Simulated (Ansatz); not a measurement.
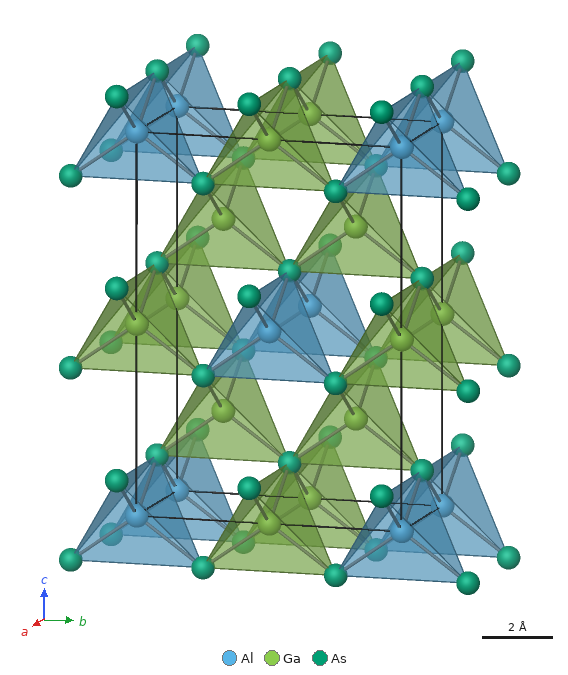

Polyhedral drawing of the structure, looking slightly off an axis. The wireframe shows the conventional unit cell. Some atoms of the next cells are drawn as well.

AlGa3As4, space group Amm2 (No. 38), a = 4.012 Å, b = 8.021 Å, c = 11.329 Å, α = 90.00°, β = 90.00°, γ = 90.00°. It goes back to a structure type filled with these elements by a generator (whether the compound takes this form wasn't checked). Earlier steps of the study, as a rule a relaxation of our own, may have changed the cell and positions, so they can lie some per cent off the listed ones. It was run through Ansatz as a DFT input.

This one geometry was computed with Ansatz (DFT, plane waves, PAW) at five levels of theory: PBE, HSE06, PBE0, r2SCAN and PBE with spin-orbit coupling. It was relaxed beforehand with r2SCAN.

Which level gives the highest pressure at this volume, and what does that say about its equilibrium volume?

Answer. Highest: PBE (2.5 GPa) and PBE with spin-orbit coupling (2.5 GPa), which points to the largest equilibrium volume. Lowest, with the smallest volume: HSE06 (0.5 GPa), PBE0 (0.3 GPa) and r2SCAN (0.0 GPa). Levels within 0.5 GPa of each other can't be told apart.

How does the band gap change with the level of theory?

Answer. PBE with spin-orbit coupling: a gap of 0.60 eV, direct; PBE: a gap of 0.70 eV, direct; r2SCAN: a gap of 1.18 eV, direct; HSE06: a gap of 1.60 eV, direct; PBE0: a gap of 2.24 eV, direct.

Collect the results in a table.

Answer.
| level | cutoff (eV) | k-mesh of the run's cell | gap (eV) | pressure (GPa) |
| --- | --- | --- | --- | --- |
| PBE | 420 | 6×4×4 | 0.70 | 2.5 |
| HSE06 | 420 | 4×2×2 | 1.60 | 0.5 |
| PBE0 | 420 | 4×2×2 | 2.24 | 0.3 |
| r2SCAN | 500 | 6×4×4 | 1.18 | 0.0 |
| PBE with spin-orbit coupling | 420 | 6×4×4 | 0.60 | 2.5 |

Gaps are taken on the k-mesh or band path of each run.
